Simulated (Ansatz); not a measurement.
## Electronic structure of Zn$_{14}$S$_{15}$ (cell charge −1, with a compensating background) (cell with a defect) in real space

Input file:

```
crystal:
  lattice:
    - [0.0, -6.6618213955, 0.0]
    - [0.0, -2.2206071318, 9.449287567]
    - [-9.61551094, -3.3309106977, 0.0]
  atoms:
    - { symbol: Zn, position: [0.8035099963, 0.9975169823, 0.4052649436] }
    - { symbol: Zn, position: [0.1920302511, 0.9964948196, 0.6043772948] }
    - { symbol: Zn, position: [0.409258263, 0.9975275353, 0.1941427166] }
    - { symbol: Zn, position: [-0.0026409111, 0.9965669054, -0.0049903243] }
    - { symbol: Zn, position: [0.3739554395, 0.6732107021, 0.7997418527] }
    - { symbol: Zn, position: [0.5775465309, 0.6675908929, 0.3999954483] }
    - { symbol: Zn, position: [0.974619166, 0.6742507937, 0.6001740843] }
    - { symbol: Zn, position: [0.1777492676, 0.6675847967, 0.1995287815] }
    - { symbol: Zn, position: [0.7751781065, 0.6740613624, -0.000742662] }
    - { symbol: Zn, position: [0.1618134901, 0.3317812461, 0.799893617] }
    - { symbol: Zn, position: [0.3549446891, 0.3322605594, 0.4004520994] }
    - { symbol: Zn, position: [0.7482483659, 0.3327781854, 0.6059688009] }
    - { symbol: Zn, position: [0.9556098194, 0.3322318114, 0.1993170276] }
    - { symbol: Zn, position: [0.5544196367, 0.3329001011, -0.0061757647] }
    - { symbol: S, position: [0.5135862633, 0.2495737355, 0.8011205181], spin: 0.25 }
    - { symbol: S, position: [0.7170375732, 0.2495894261, 0.4008823395] }
    - { symbol: S, position: [0.1147565624, 0.2494415121, 0.600502567] }
    - { symbol: S, position: [0.3181641696, 0.2495955256, 0.1987585735] }
    - { symbol: S, position: [0.9155239899, 0.2494487753, -0.0008140339] }
    - { symbol: S, position: [0.0714894253, 0.5843783782, 0.7997700903] }
    - { symbol: S, position: [0.2713662876, 0.583529212, 0.4003055176] }
    - { symbol: S, position: [0.6718924002, 0.584980535, 0.6004976716] }
    - { symbol: S, position: [0.8719228839, 0.5834953965, 0.1992444223] }
    - { symbol: S, position: [0.4725740431, 0.5849801905, -0.0009503239] }
    - { symbol: S, position: [0.293017376, 0.9197638109, 0.7986457685], spin: 0.25 }
    - { symbol: S, position: [0.4930282291, 0.9175793969, 0.4006975947] }
    - { symbol: S, position: [0.8812792821, 0.9193269326, 0.6046585188], spin: 0.25 }
    - { symbol: S, position: [0.0939861847, 0.9175956416, 0.1989831264] }
    - { symbol: S, position: [0.6918249873, 0.9185903457, -0.0066653965], spin: 0.25 }
  host:
    lattice:
      - [1.923102188, 1.1103035659, 9.449287567]
      - [-1.923102188, 1.1103035659, 9.449287567]
      - [0.0, -2.2206071318, 9.449287567]
    atoms:
      - { symbol: Zn, position: [0.9999659062, 0.9999659062, 0.9999659062] }
      - { symbol: Zn, position: [0.2222538451, 0.2222538451, 0.2222538451] }
      - { symbol: Zn, position: [0.4445320861, 0.4445320861, 0.4445320861] }
      - { symbol: S, position: [0.0832951078, 0.0832951078, 0.0832951078] }
      - { symbol: S, position: [0.5278530986, 0.5278530986, 0.5278530986] }
      - { symbol: S, position: [0.3054259562, 0.3054259562, 0.3054259562] }
total_charge: -1
basis:
  ecutwfc: 420
  xc_grid: 2
kpoints:
  mp_grid: { grid: [2, 2, 2], shift: [0.0, 0.0, 0.0] }
hamiltonian:
  xc: pbe
scf:
  occupations: { method: gaussian, width: 0.01 }
output:
  forces: true
  stress: false
  eigenvalues: true
  populations: true
  charged_corrections:
    defect_position: [0.60003409, 0.99989772, 0.8]
    epsilon: [[9.1423, 0.0, 0.0], [0.0, 9.1423, 0.0], [0.0, 0.0, 9.5498]]
  write_density: true
  write_potential: true
  elf: true
  volumetric_format: npy
magnetization:
  spin_polarized: true
relax:
  adjacent_minimum: "off"
  f_tol: 0.025
  max_steps: 45
```

Launched as:

```sh
ansatz run input.yaml --threads 4 --pin off --max-ram 10240MiB --backend cpu --events-out ev --progress --plain --runs-dir out
```

The fields are those of the run's last geometry, not of the input's.

Spin-polarised.

Theory: Ansatz 0.2.0, DFT PBE, scalar-relativistic, plane waves, PAW.

Core electrons are frozen (PAW), and the valence fields are smoothed inside the atomic spheres.

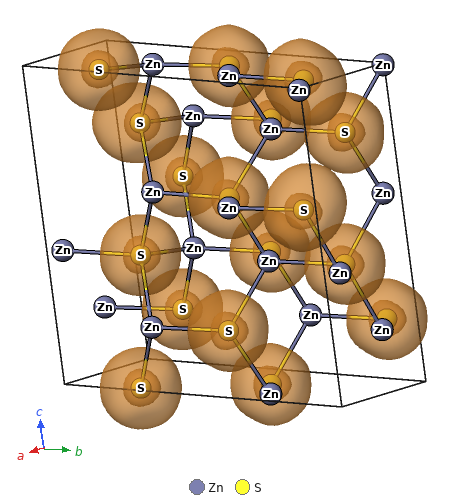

Figure 1. Isosurface of the electron localisation function at 0.7 (orange), seen slightly off an axis. Only the valence region is drawn (cores and ρ < 0.01 e/Å³ removed). Sticks mark near contacts.

### What do the ELF domains correspond to?

At this value the surface marks out 15 regions wrapped around S (the valence shell of each), counted in one cell of 29 atoms. Regions shared between cells count once. Profiles from the grid: Zn–S (2.30 Å): the ELF peaks at about 0.90 in the valence shell of S, 0.8 Å from its nucleus, and is about 0.60 at the midpoint. Zn–S (2.35 Å): the ELF peaks at about 0.90 in the valence shell of S, 0.8 Å from its nucleus, and is about 0.55 at the midpoint.

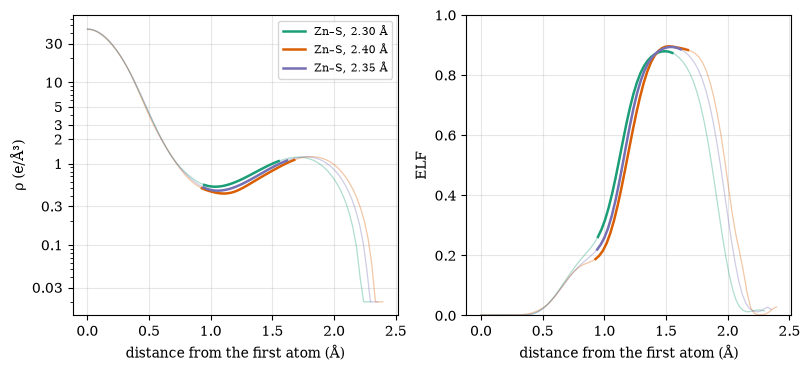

Figure 2. Valence pseudo-density and ELF along straight lines between neighbouring atoms. Thin, pale parts lie inside the atomic spheres.

### What can be read from the curves?

Zn–S (2.30 Å): ρ is about 0.56 e/Å³ halfway; the ELF peaks at about 0.90 in the valence shell of S, 0.8 Å from its nucleus, and is about 0.60 at the midpoint.
Zn–S (2.40 Å): ρ is about 0.46 e/Å³ halfway; the ELF peaks at about 0.90 in the valence shell of S, 0.9 Å from its nucleus, and is about 0.55 at the midpoint.
Zn–S (2.35 Å): ρ is about 0.5 e/Å³ halfway; the ELF peaks at about 0.90 in the valence shell of S, 0.8 Å from its nucleus, and is about 0.55 at the midpoint.

### Does the calculation make it a metal, or give it a gap?

It is gapless in this calculation (a metal or semimetal).
